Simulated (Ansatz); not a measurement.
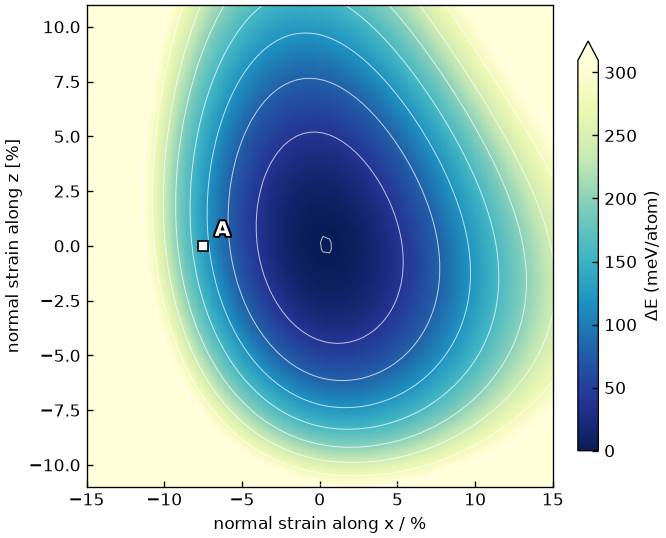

KTaO3 (Pm-3m, No. 221; 5 atoms in the cell). The energy is mapped over two homogeneous strains (x, y and z along the cube axes). First axis: normal strain along x. Second axis: normal strain along z. Nothing is relaxed (symmetry fixes all fractional coordinates). The grid has 5 × 5 points. Points are written as (first, second). All energies are given in meV/atom relative to the lowest grid point. The calculation used Ansatz, DFT PBEsol, scalar-relativistic, plane waves, PAW. Settings: cutoff 520 eV, k-mesh 8×8×8, gaussian smearing 0.05 eV, no spin polarisation.

Drawn: a smooth colour map with a few white contour lines, one colour for all values above the top of the scale, the point A. Between grid points the surface is interpolated.

Question: Which way does the force act at A, and how strong is it?

Answer: A, at (−7.5 %, 0.0 %), is not a stationary point. The computed force is 41 meV/atom for each 1 % towards larger values of normal strain along x and 5.1 meV/atom for each 1 % towards larger values of normal strain along z.
